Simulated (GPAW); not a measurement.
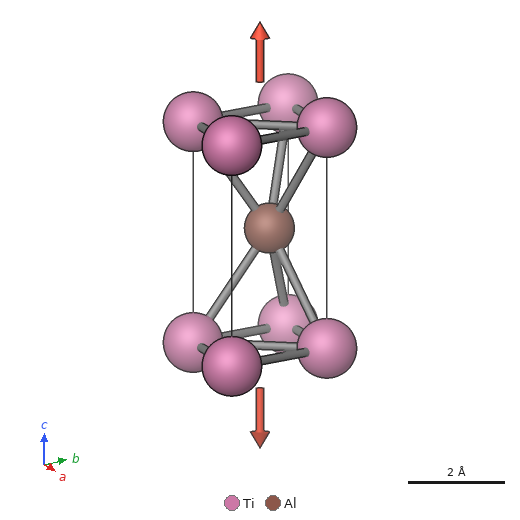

TiAl, space group P-6m2 (No. 187). The run's cell of 2 atoms is drawn unstrained, with atoms on its boundary repeated; the arrows mark the Cartesian direction z (along c), along which it is stretched or compressed while the other dimensions are held. The atoms keep their fractional positions. The cell is a structure listed in the Materials Project. It needn't be the stable form of this composition.

Alike in all runs: GPAW 26.7.0; functional PBEsol; potentials PAW data sets generated in the run's folder for this functional; cutoff 600 eV; k mesh 11 × 11 × 6 on the run's cell of 2 atoms; occupations fermi-dirac, width 0.05 eV; no spin polarisation; no spin-orbit coupling. Stress is positive in compression, averaged over the directions named.

| strain (%) | ΔE (meV/atom) | stress along z (GPa) | stress across, x/y (GPa) |
| --- | --- | --- | --- |
| −4 | 4.5 | 5.57 | 0.66 |
| −2 | -2.8 | 0.46 | -0.98 |
| −1 | -2.5 | -1.88 | -1.71 |
| 0 | 0.0 | -4.08 | -2.39 |
| +1 | 4.7 | -6.17 | -2.99 |
| +2 | ? | ? | ? |
| +4 | 31.2 | -11.85 | -4.39 |

How stiff is the crystal along the strain, and what belongs in the row left out?

Answer. The slope at zero strain is -217 GPa per unit strain, so the clamped-ion stiffness of this cell along z (C33 in these Cartesian axes) is about 220 GPa. The fit puts the stress at +2 % at -8.20 GPa. The run gave -8.16 GPa along, -3.52 GPa across and ΔE = 11.5 meV/atom.

At which strain does the stress along the strained direction vanish?

Answer. Near −1.8 %: the cell as given is stretched along it at this level of theory (-4.1 GPa), so the energy is least there and not at zero.

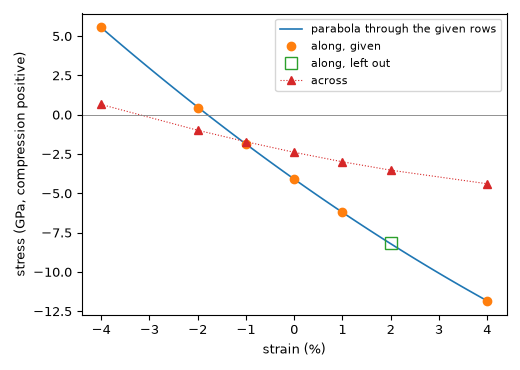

Stress against strain.

Caveat: the density grid can change from cell to cell, which puts small steps into energies and stress; the slope belongs to a cell under 4 GPa of tension, not to the crystal at rest.
